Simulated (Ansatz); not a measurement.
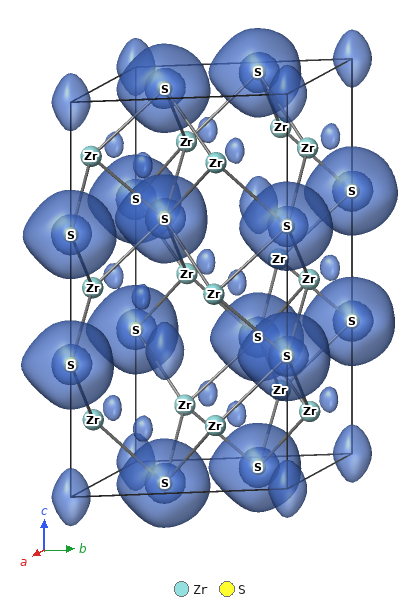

*Zr₃S₂. Isosurface of the ELF at 0.65 (blue), seen slightly off an axis. Only the valence region is drawn (cores and ρ < 0.01 e/Å³ removed). Sticks mark near contacts.*

Space group R32; a structure from a database of computed crystals, not necessarily the ambient phase.

Method: Kohn-Sham DFT of a periodic cell, LDA, Ansatz PAW in Ansatz 0.2.0.

Question: Identify the bonds, lone pairs and shells in this picture.

Answer: The ELF exceeds this value in six regions wrapped around S (the valence shell of each) and twelve pockets between the atoms, centred on no nucleus (multi-centre or interstitial), counted in one cell of 15 atoms. Any copies at cell faces, edges or corners count once.

Values along the shortest contacts:
Zr–S (2.55 Å): the ELF peaks at about 0.85 in the valence shell of S, 0.8 Å from its nucleus, and is about 0.25 at the midpoint; no shared electron pair shows on this line.
